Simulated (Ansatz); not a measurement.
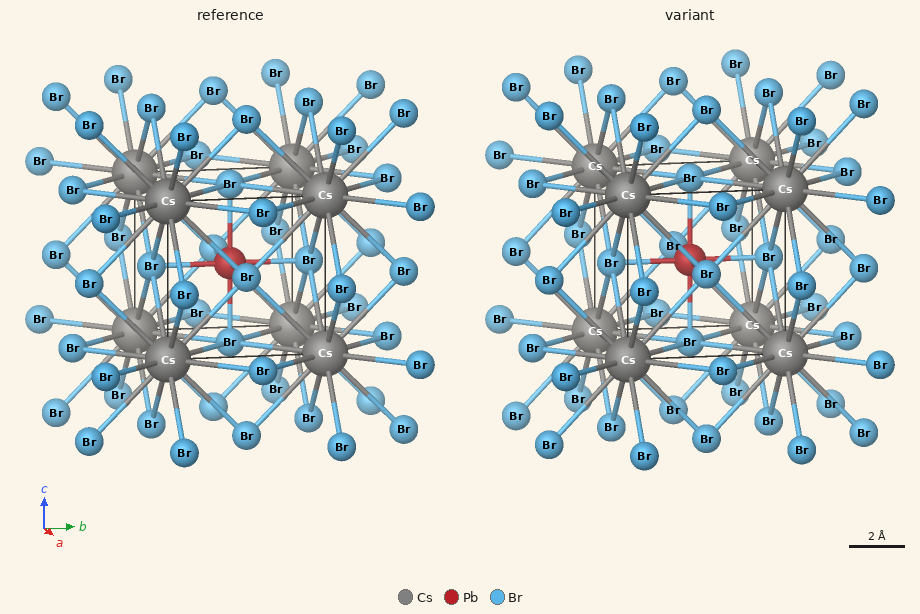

Left: a crystal of CsPbBr₃ (built on the cubic perovskite type) at its r2SCAN-relaxed geometry. Right: the same structure after one change, at the same scale. Style: ball-and-stick. Shown: the cell of the calculation, slightly off an axis.

Theory: DFT, PBE, plane waves, PAW in Ansatz 0.2.0. (plane-wave cutoff 420 eV; k-point mesh 4 × 4 × 4; occupations fermi dirac; smearing width 0.02 eV; no spin polarisation)

Question: Which change leads from the left to the right?

Answer: The cell is strained by +4.0 % along c and none across it (volume +4.0 %). The atoms were relaxed with r2SCAN under that strain, and this is a single point on that geometry.

Question: How do the computed properties respond?

Answer: Among the bonded contacts that change: Br–Pb 2.971 → 2.971 to 3.090 Å, Br–Cs 4.202 → 4.202 to 4.287 Å. The space group (tolerance 0.01 Å) goes from Pm-3m (No. 221) to P4/mmm (No. 123). Energy change: +1.8 meV per atom. The pressure goes from 0.7 to 0.0 GPa. The principal stresses (compression positive) are −0.9 GPa along c and 0.4 GPa across it. All forces vanish by symmetry.
